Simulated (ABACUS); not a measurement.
# KI: single-point calculation at one volume of an equation of state (part 1 of 2)

- system: KI (Pm-3m, 2 atoms in the cell)
- method: Kohn-Sham DFT of a periodic cell, PBE, PseudoDojo NC SR 0.4.1 PBE standard, no spin polarisation (ABACUS 3.10.1)

The structure derives from a Materials Project entry. It belongs to a series of runs on one base structure; here: volume scaled by 0.94.

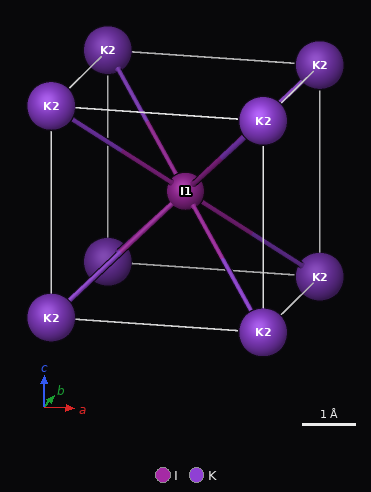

**Figure 1.** The structure as given in the input (ball-and-stick view of the cell of the calculation, seen slightly off an axis; atoms are numbered from 1 in the order of the input). Near neighbours in the crystal (not all of them lie inside the picture): I has 8 K at 3.64 Å; K has 8 I at 3.64 Å.

**The input**
```
INPUT_PARAMETERS
suffix              KI
calculation         scf
basis_type          lcao
pseudo_dir          ./
orbital_dir         ./
symmetry            1
dft_functional      pbe
ecutwfc             100
pseudo_rcut         10
nspin               1
nbands              9
ks_solver           genelpa
smearing_method     fd
smearing_sigma      0.00367493
scf_thr             1e-07
scf_nmax            100
mixing_type         broyden
mixing_beta         0.7
cal_force           1
cal_stress          1
out_mul             1
```

**File STRU**
```
ATOMIC_SPECIES
I 126.9045 I.upf
K 39.0983 K.upf

NUMERICAL_ORBITAL
I_confined-atom_8au_1s1p.orb
K_confined-atom_10au_2s1p.orb

LATTICE_CONSTANT
1.8897261246

LATTICE_VECTORS
4.2035966379 0.0000000000 0.0000000000
0.0000000000 4.2035966379 0.0000000000
0.0000000000 0.0000000000 4.2035966379

ATOMIC_POSITIONS
Direct

I
0.0
1
0.5000000000 0.5000000000 0.5000000000 1 1 1

K
0.0
1
0.0000000000 0.0000000000 0.0000000000 1 1 1
```

**File KPT**
```
K_POINTS
0
Gamma
6 6 6 0 0 0
```

Machine: 4 threads of Intel Xeon (Granite Rapids), 12 GiB of memory available, shared host.

Launch command:
```bash
OMP_NUM_THREADS=1 mpirun -np 4 abacus > log
```

**Log**
```
ABACUS v3.10.1

               Atomic-orbital Based Ab-initio Computation at UStc

 ------------------------------------------------------------------------------------

 READING GENERAL INFORMATION
                           global_out_dir = OUT.KI/
                           global_in_card = INPUT
                               pseudo_dir = ./
                              orbital_dir = ./
                                    DSIZE = 4
                                    GSIZE = 1

 READING UNITCELL INFORMATION
                                    ntype = 2
                  lattice constant (Bohr) = 1.88973
              lattice constant (Angstrom) = 1

 READING ATOM TYPE 1
                               atom label = I
                      L=0, number of zeta = 1
                      L=1, number of zeta = 1
             number of atom for this type = 1

 READING ATOM TYPE 2
                               atom label = K
                      L=0, number of zeta = 2
                      L=1, number of zeta = 1
             number of atom for this type = 1

                        TOTAL ATOM NUMBER = 2
DIRECT COORDINATES
    atom                   x                   y                   z     mag                  vx                  vy                  vz
taud_I1            0.5000000000        0.5000000000        0.5000000000  0.0000        0.0000000000        0.0000000000        0.0000000000
taud_K1            0.0000000000        0.0000000000        0.0000000000  0.0000        0.0000000000        0.0000000000        0.0000000000

                          Volume (Bohr^3) = 501.256
                             Volume (A^3) = 74.2784

 Lattice vectors: (Cartesian coordinate: in unit of a_0)
              +4.2036                  +0                  +0
                   +0             +4.2036                  +0
                   +0                  +0             +4.2036
 Reciprocal vectors: (Cartesian coordinate: in unit of 2 pi/a_0)
            +0.237892                  -0                  +0
                   -0           +0.237892                  -0
                   +0                  -0           +0.237892
 The esolver type has been set to : ksdft_lcao

                PAO radial cut off (Bohr) = 10

 Read in pseudopotential file is I.upf
                     pseudopotential type = NC
          exchange-correlation functional = PBE
                 nonlocal core correction = 1
                        valence electrons = 7
                                     lmax = 2
                           number of zeta = 2
                     number of projectors = 6
                           L of projector = 0
                           L of projector = 0
                           L of projector = 1
                           L of projector = 1
                           L of projector = 2
                           L of projector = 2
                PAO radial cut off (Bohr) = 10

 Read in pseudopotential file is K.upf
                     pseudopotential type = NC
          exchange-correlation functional = PBE
                 nonlocal core correction = 1
                        valence electrons = 9
                                     lmax = 2
                           number of zeta = 3
                     number of projectors = 6
                           L of projector = 0
                           L of projector = 0
                           L of projector = 1
                           L of projector = 1
                           L of projector = 2
                           L of projector = 2
     initial pseudo atomic orbital number = 9

 SETUP THE ELECTRONS NUMBER
             electron number of element I = 7
       total electron number of element I = 7
             electron number of element K = 9
       total electron number of element K = 9
            AUTOSET number of electrons:  = 16
                           occupied bands = 8
                                   NLOCAL = 9
                                   NBANDS = 9
                                   NBANDS = 9
                                   NLOCAL = 9

%%%%%%%%%%%%%%%%%%%%%%%%%%%%%%%%%%%%%%%%%%%%%%%%%%%%%%%%%%%%%%%%%%%%%%%%%%%%%%%%%%%%%%%%%%%%%%%%%%%%%%%%%%
 Warning: the number of valence electrons in pseudopotential > 1 for K: [Ar] 4s1
 Pseudopotentials with additional electrons can yield (more) accurate outcomes, but may be less efficient.
 If you're confident that your chosen pseudopotential is appropriate, you can safely ignore this warning.
%%%%%%%%%%%%%%%%%%%%%%%%%%%%%%%%%%%%%%%%%%%%%%%%%%%%%%%%%%%%%%%%%%%%%%%%%%%%%%%%%%%%%%%%%%%%%%%%%%%%%%%%%%

 SETUP THE PLANE WAVE BASIS
 energy cutoff for charge/potential (unit:Ry) = 400
            fft grid for charge/potential = [ 54, 54, 54 ]
                        fft grid division = [ 2, 2, 2 ]
        big fft grid for charge/potential = [ 27, 27, 27 ]
                                     nbxx = 5103
                                     nrxx = 40824

 SETUP PLANE WAVES FOR CHARGE/POTENTIAL
                    number of plane waves = 67691
                         number of sticks = 2009

 PARALLEL PW FOR CHARGE/POTENTIAL
     PROC   COLUMNS(POT)             PW
        1            502          16922
        2            502          16922
        3            502          16922
        4            503          16925
 --------------- sum -------------------
        4           2009          67691
                            number of |g| = 533
                                  max |g| = 36.1059
                                  min |g| = 0

----------- Double Check Mixing Parameters Begin ------------
mixing_type: broyden
mixing_beta: 0.7
mixing_gg0: 1
mixing_gg0_min: 0.1
mixing_ndim: 8
----------- Double Check Mixing Parameters End ------------

 LATTICE VECTORS: (CARTESIAN COORDINATE: IN UNIT OF A0)
              +4.2036                  +0                  +0
                   +0             +4.2036                  +0
                   +0                  +0             +4.2036
                       right hand lattice = 1
                                   NORM_A = 4.2036
                                   NORM_B = 4.2036
                                   NORM_C = 4.2036
                           ALPHA (DEGREE) = 90
                           BETA  (DEGREE) = 90
                           GAMMA (DEGREE) = 90

 The lattice vectors have been changed (STRU_SIMPLE.cif)

(for optimal symmetric configuration:)
                             BRAVAIS TYPE = 1
                     BRAVAIS LATTICE NAME = 01. Cubic P (simple)
                                    ibrav = 1
                                    IBRAV = 1
                                  BRAVAIS = SIMPLE CUBIC
                       LATTICE CONSTANT A = 4.2036
Original cell was already a primitive cell.
                        ROTATION MATRICES = 48
              PURE POINT GROUP OPERATIONS = 48
                   SPACE GROUP OPERATIONS = 48
                              POINT GROUP = O_h
               POINT GROUP IN SPACE GROUP = O_h

 SETUP K-POINTS
                                    nspin = 1
                   Input type of k points = Monkhorst-Pack(Gamma)
                                   nkstot = 216
                       right hand lattice = 1
(for reciprocal lattice: )
                             BRAVAIS TYPE = 1
                     BRAVAIS LATTICE NAME = 01. Cubic P (simple)
                                    ibrav = 1
                       right hand lattice = 1
(for k-lattice: )
                             BRAVAIS TYPE = 1
                     BRAVAIS LATTICE NAME = 01. Cubic P (simple)
                                    ibrav = 1
                       right hand lattice = 1
                        ROTATION MATRICES = 48
                               nkstot_ibz = 20
K-POINTS REDUCTION ACCORDING TO SYMMETRY
     IBZ    DIRECT_X    DIRECT_Y    DIRECT_Z  WEIGHT  ibz2bz
       1  0.00000000  0.00000000  0.00000000  0.0046       0
       2  0.16666667  0.00000000  0.00000000  0.0278       1
       3  0.33333333  0.00000000  0.00000000  0.0278       2
       4  0.50000000  0.00000000  0.00000000  0.0139       3
       5  0.16666667  0.16666667  0.00000000  0.0556       7
       6  0.33333333  0.16666667  0.00000000  0.1111       8
       7  0.50000000  0.16666667  0.00000000  0.0556       9
       8  0.33333333  0.33333333  0.00000000  0.0556      14
       9  0.50000000  0.33333333  0.00000000  0.0556      15
      10  0.50000000  0.50000000  0.00000000  0.0139      21
      11  0.16666667  0.16666667  0.16666667  0.0370      43
      12  0.33333333  0.16666667  0.16666667  0.1111      44
      13  0.50000000  0.16666667  0.16666667  0.0556      45
      14  0.33333333  0.33333333  0.16666667  0.1111      50
      15  0.50000000  0.33333333  0.16666667  0.1111      51
      16  0.50000000  0.50000000  0.16666667  0.0278      57
      17  0.33333333  0.33333333  0.33333333  0.0370      86
      18  0.50000000  0.33333333  0.33333333  0.0556      87
      19  0.50000000  0.50000000  0.33333333  0.0278      93
      20  0.50000000  0.50000000  0.50000000  0.0046     129

                               nkstot now = 20
[... K-POINTS DIRECT COORDINATES: 20 rows ...]

           k-point number in this process = 20
       minimum distributed K point number = 20
[... stars of the k points ...]

[... K-POINTS CARTESIAN COORDINATES: 20 rows ...]

[... K-POINTS DIRECT COORDINATES: 20 rows ...]

 SETUP PLANE WAVES FOR WAVE FUNCTIONS
     energy cutoff for wavefunc (unit:Ry) = 100
              fft grid for wave functions = [ 54, 54, 54 ]
                    number of plane waves = 10395
                         number of sticks = 577

 PARALLEL PW FOR WAVE FUNCTIONS
     PROC   COLUMNS(POT)             PW
        1            144           2598
        2            144           2598
        3            145           2601
        4            144           2598
 --------------- sum -------------------
        4            577          10395

 SET NONLOCAL PSEUDOPOTENTIAL PROJECTORS
 SET NONLOCAL PSEUDOPOTENTIAL PROJECTORS
 max number of nonlocal projetors among all species is 6

 -------------------------------------------
 SELF-CONSISTENT
 -------------------------------------------

 SETUP SEARCHING RADIUS FOR PROGRAM TO SEARCH ADJACENT ATOMS
                  longest orb rcut (Bohr) = 10
   longest nonlocal projector rcut (Bohr) = 2.3
                     search radius (Bohr) = 24.6
              searching radius is (Bohr)) = 24.6
         searching radius unit is (Bohr)) = 1.89
                         PeriodicBoundary = 1
                        Radius(unit:lat0) = 13
                                   glayer = [ 5, 5, 5 ]
                             glayer_minus = [ 4, 4, 4 ]

Find the coordinate range of the input atom(unit:lat0).
                                  min_tau = [ -16.8, -16.8, -16.8 ]
                                  max_tau = [ 18.9, 18.9, 18.9 ]
                                BoxNumber = [ 9, 9, 9 ]

 SETUP EXTENDED REAL SPACE GRID FOR GRID INTEGRATION
                          real space grid = [ 54, 54, 54 ]
                 big cell numbers in grid = [ 27, 27, 27 ]
             meshcell numbers in big cell = [ 2, 2, 2 ]
                        extended fft grid = [ 34, 34, 34 ]
                dimension of extened grid = [ 96, 96, 96 ]
                            UnitCellTotal = 125
              Atom number in sub-FFT-grid = 2
    Local orbitals number in sub-FFT-grid = 9
                                ParaV.nnr = 1641
                                 init_chg = atomic

 LCAO ALGORITHM --------------- ION=   1  ELEC=   1--------------------------------

 Density error is 0.068766585664
----------------------------------------------------------
     Energy           Rydberg                 eV
----------------------------------------------------------
 E_KohnSham     -86.1355241176       -1171.9339282160
 E_Harris       -86.2872341589       -1173.9980492214
 E_Fermi        0.3765672463         5.1234602293
----------------------------------------------------------

 LCAO ALGORITHM --------------- ION=   1  ELEC=   2--------------------------------

 Density error is 0.0267602916786
```
